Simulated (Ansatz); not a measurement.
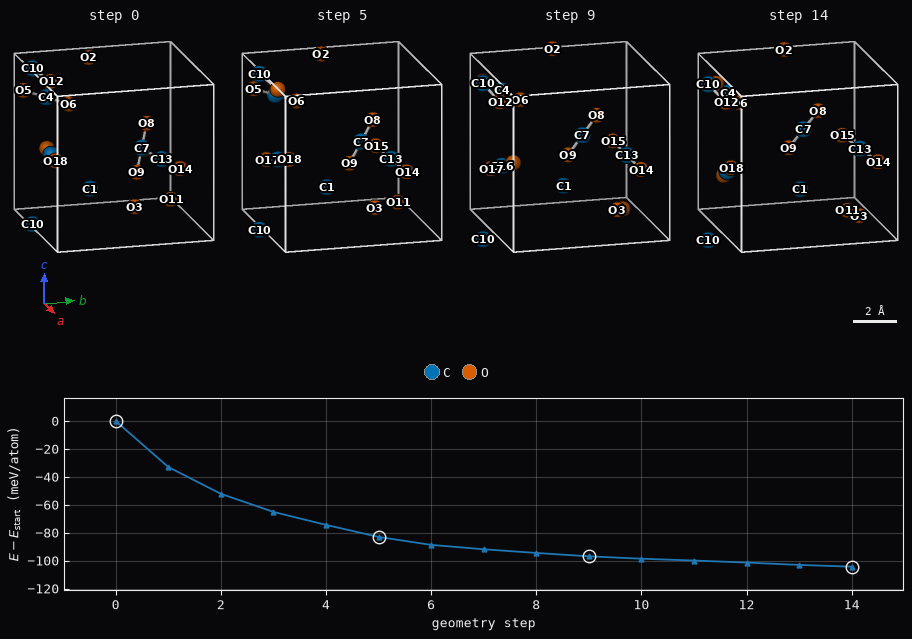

Frames of a relaxation of an amorphous cell of composition CO2, marked on the history of the run. The picture is a ball-and-stick view of the cell of the calculation, seen slightly off an axis.

The cell holds 6 CO2. The run prepares the start of a later molecular dynamics calculation, from a guessed geometry.

These are results of DFT PBE-D3(BJ), scalar-relativistic, plane waves, PAW (Ansatz), not measurements.

Input
```yaml
crystal:
  lattice:
    - [7.580467, 0.0, 0.0]
    - [0.0, 7.580467, 0.0]
    - [0.0, 0.0, 7.580467]
  atoms:
    - { symbol: C, position: [0.0551536, 0.470469, 0.1124224] }
    - { symbol: O, position: [0.1196131, 0.4438994, -0.0265559] }
    - { symbol: O, position: [-0.0093059, 0.4970386, 0.2514008] }
    - { symbol: C, position: [0.0776777, 0.1834734, 0.7259073] }
    - { symbol: O, position: [0.0763251, 0.0379597, 0.7806785] }
    - { symbol: O, position: [0.0790304, 0.3289872, 0.6711361] }
    - { symbol: C, position: [0.6631539, 0.6326802, 0.5286303] }
    - { symbol: O, position: [0.648101, 0.6683336, 0.6792231] }
    - { symbol: O, position: [0.6782069, 0.5970268, 0.3780374] }
    - { symbol: C, position: [0.36093, 0.016906, 0.0022777] }
    - { symbol: O, position: [0.2426927, -0.0658455, 0.0601403] }
    - { symbol: O, position: [0.4791673, 0.0996575, -0.055585] }
    - { symbol: C, position: [0.4214796, 0.8262915, 0.3754299] }
    - { symbol: O, position: [0.5492914, 0.9087455, 0.3431587] }
    - { symbol: O, position: [0.2936678, 0.7438374, 0.407701] }
    - { symbol: C, position: [0.2194357, 0.1754694, 0.3975738] }
    - { symbol: O, position: [0.0647662, 0.1908872, 0.3936254] }
    - { symbol: O, position: [0.3741053, 0.1600517, 0.4015222] }
basis:
  ecutwfc: 420.0
kpoints:
  mp_grid: { grid: [1, 1, 1] }
hamiltonian:
  xc: pbe
  dispersion: d3bj
scf:
  occupations: { method: fermi_dirac, width: 0.05 }
  lower_state_search: "off"
relax:
  f_tol: 0.3
  max_steps: 15
  adjacent_minimum: "off"
```

Run as
```bash
ansatz run input.yaml --threads 1 --pin off --max-ram 3072MiB --backend cpu --events-out ev --progress --plain --runs-dir out
```

**Describe the path.**

The relaxation stopped without meeting its thresholds, so the last structure isn't shown to be converged. It used up its limit of 15 steps. After 14 geometry steps the energy has fallen by 104 meV per atom. Largest force component: 1.2 eV/Å at the start, 0.81 eV/Å at the end. The atom that moves furthest is O3 (2.04 Å along [0 3 −1]). By element the largest moves are O 2.04 Å, C 1.69 Å. The lattice vectors keep their values. Near-neighbour distances that change, for instance: C10–O11 1.179 → 1.170 Å. Cost: 40 s on 1 thread of Arm Neoverse V1 (shared host), peak memory 0.41 GiB. From step 0 to 5: O9 moves most (0.87 Å), energy −83.0 meV per atom. From step 5 to 9: O3 moves most (0.76 Å), energy −13.9 meV per atom. From step 9 to 14: O17 moves most (0.88 Å), energy −7.4 meV per atom.

```tsv
step	E − E(0), meV/atom	largest force component, eV/Å
0	0.00	1.2094
1	-32.91	1.1226
2	-52.09	1.5016
3	-65.08	1.0028
4	-74.35	0.7374
5	-82.98	0.4201
6	-88.69	0.4955
7	-91.82	0.3552
8	-94.46	0.4376
9	-96.87	0.3281
10	-98.58	0.5060
11	-99.90	0.7379
12	-101.35	0.6079
13	-103.03	0.6344
14	-104.28	0.8108
```

Limits of the set-up: the periodic images lie only 7.6 Å apart, so the values are limited by the cell's size.
